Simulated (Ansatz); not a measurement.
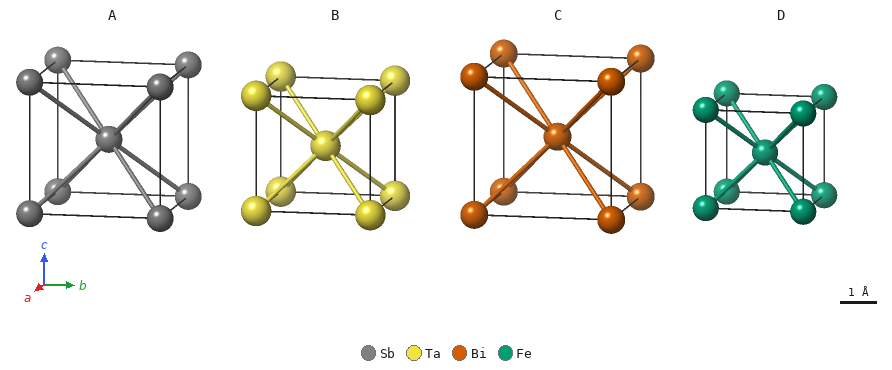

One structure type (space group Im-3m for the parent) with different elements on its sites, each relaxed in cell and atoms to zero pressure (within 0.1 GPa). The picture is a ball-and-stick view of the conventional cell (2 times the calculation's cell), seen slightly off an axis. Lengths and directions refer to the drawn axes.

The calculation used DFT PBE, scalar-relativistic, plane waves, PAW (Ansatz). Settings: plane-wave cutoff 420 eV; occupations gaussian; smearing width 0.1 eV. The k-mesh is chosen for each cell (16×16×16, 18×18×18, 14×14×14, 20×20×20). Spin polarisation is switched on in some of the runs only.

Give the formulas, and rank the crystals by volume per atom, smallest first.

D = Fe (11.4 Å³), B = Ta (18.3 Å³), A = Sb (27.2 Å³), C = Bi (31.5 Å³).

Which have a band gap?

Sb: metallic; Ta: metallic; Bi: metallic; Fe: metallic.
